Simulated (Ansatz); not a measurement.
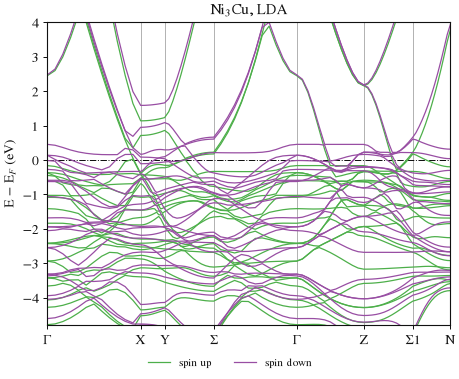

Band structure. Energies are counted from the Fermi level. The path runs straight from each named point to the next.

### Which Bravais lattice do the labels of the path belong to?

A body-centred tetragonal lattice: the path Γ–X–Y–Σ–Γ–Z–Σ1–N runs through the special points of its Brillouin zone.

System: Ni₃Cu, space group I4/mmm, 4 atoms in the primitive cell.

Space group I4/mmm (No. 139). a = 3.512 Å, b = 3.512 Å, c = 6.938 Å, α = 90.00°, β = 90.00°, γ = 90.00°
```csv
atom,site,symmetry,x,y,z
Cu,2a,4/mmm,0.0000,0.0000,0.0000
Ni,2b,4/mmm,0.5000,0.5000,0.0000
Ni,4d,-4m2,0.5000,0.0000,0.2500
```

Level of theory: LDA, all-electron LAPW, collinear spin, ferromagnetic start, no spin-orbit coupling, 11×11×11 k mesh, Fermi-Dirac smearing of 0.05 eV; code Ansatz 0.2.0.

### Metal, semiconductor or insulator?

A metal: bands cross the Fermi level along this path.

The run ends ferromagnetic, with 1.45 μB a cell. The magnetic state is the one that this start led to; another may lie lower. The cell is at −10 GPa in this functional. The cell comes from a database of computed structures, and whether it is the stable form of this composition wasn't checked. Bands are joined in order of energy, so crossings between the computed points show as kinks or gaps. In reduced coordinates of the cell that was run, X is (0.5, −0.5, 0), Y is (0.5, −0.5, 0.128), Σ is (0.314, −0.314, 0.314), Z is (0.5, 0.5, −0.5), Σ1 is (0.686, 0.314, −0.314) and N is (0.5, 0, 0).
